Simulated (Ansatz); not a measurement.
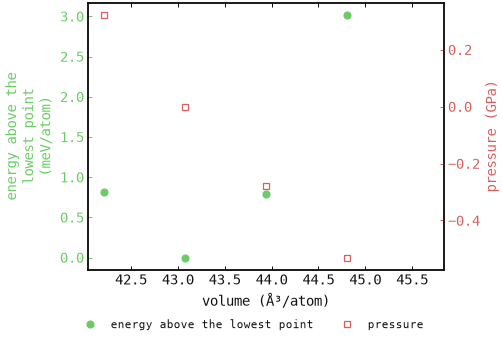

The plot gives the computed energy above the lowest point and pressure against volume for Br, space group Fd-3m (No. 227) (one of a set of cubic test structures, which need not be the stable phase).

Method: equation of state of a cubic crystal from periodic Kohn-Sham density functional theory without spin, third-order Birch-Murnaghan fit to the free energies; pressure corrected for the finite basis (Ansatz 0.2.0 development build). Level: PBE.

structure type diamond; atoms in cell 2; space group number 227; lattice centring face-centred primitive; k mesh 14×14×14; occupation method Fermi–Dirac; occupation width 0.06123 eV; wave cutoff 700 eV; datasets hard PAW; density tolerance 1e−09 eV; bands 21; density cutoff ratio 4; search for lower states default.

The point at volume 45.66 Å³/atom is left out of the plot. What does the calculation give there?

```tsv
volume (Å³/atom)	energy above the lowest point (meV/atom)	pressure (GPa)
45.66	6.48	-0.75
```

Limits of the calculation: cubic model structure, not the ambient form; no spin polarisation, a magnetic state may lie lower.
